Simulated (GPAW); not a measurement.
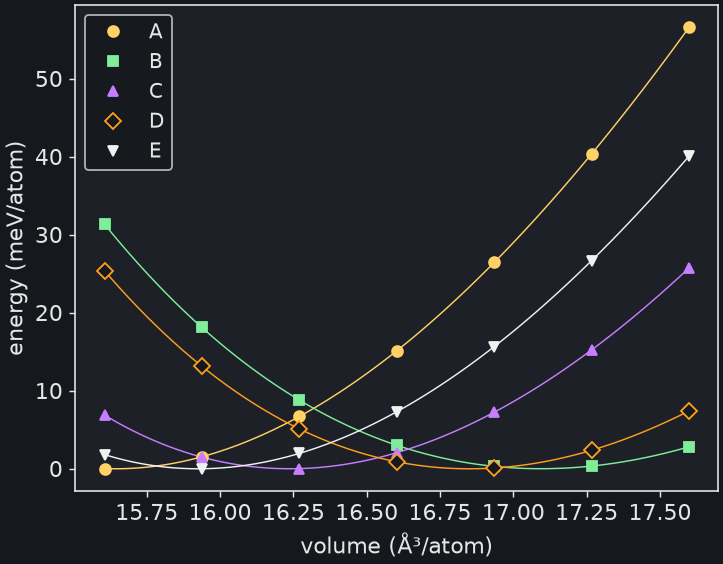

Plotted: energy against volume, with one curve for each functional, for Al (space group Fm-3m). The labels are replaced by letters. In alphabetical order the cases are: PBEsol; PBEsol + D3; RPBE; RPBE + D4; vdW-DF2.

How it was computed, with GPAW 26.7.0: PAW DFT in plane waves, on a grid or in atomic orbitals, no spin polarisation; energies at scaled volumes of the given cell, shape and fractions fixed, counted from the fit's minimum, third-order Birch-Murnaghan fit. All runs: no spin polarisation.

k mesh 11×11×11; occupations Fermi–Dirac; smearing width 0.05 eV; wave cutoff 600 eV.

Which letter stands for which functional?

A: RPBE + D4; B: vdW-DF2; C: PBEsol; D: RPBE; E: PBEsol + D3.

Note: the fit and the printed pressures don't fully agree, or the minimum lies near the end of the range (RPBE + D4).
